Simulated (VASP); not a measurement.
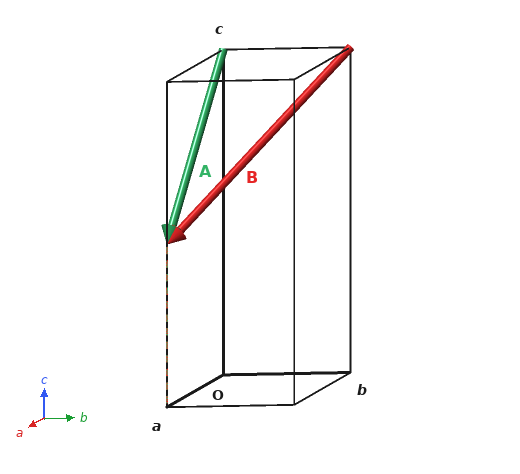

For BN, an entry of the Crystallography Open Database, as set up for an electronic-structure calculation: each arrow starts at a corner of the unit cell and ends on its surface; where a tip isn't a corner, dashed lines run from it parallel to the axes. Symmetry computed with spglib at a tolerance of 0.002 Å; standard conventional cell.

a = 2.498 Å, b = 2.498 Å, c = 6.636 Å, α = 90.00°, β = 90.00°, γ = 120.00°.

Give [uvw] of each arrow.

Arrow A runs from (0, 0, 1) to (1, 0, 1/2), so [2 0 −1], in four indices [4 −2 −2 −3]; Arrow B runs from (0, 1, 1) to (1, 0, 1/2), so [2 −2 −1], in four indices [2 −2 0 −1].

How long is the vector ua + vb + wc in each case, and what angles do the directions make?

A 8.306 Å; B 10.905 Å. A–B: 25.9°.
